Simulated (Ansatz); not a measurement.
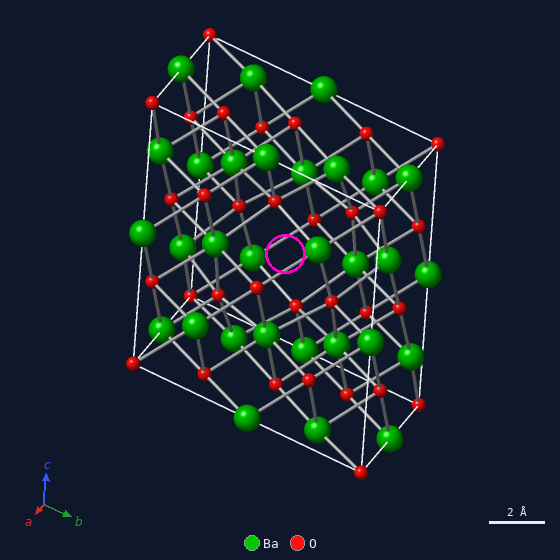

Structure drawing (ball-and-stick), viewed slightly off an axis. One supercell is framed, with atoms on its boundary repeated. The host is BaO, in a cell of 32 sites, and the cell is neutral. A ring marks the defect's site.

Which defect is modelled here, and what are its neighbours?

A barium vacancy. Around the empty site lie six O at about 3.0 Å.

The atoms were relaxed in the host's cell with DFT PBE, scalar-relativistic, plane waves, PAW (Ansatz).
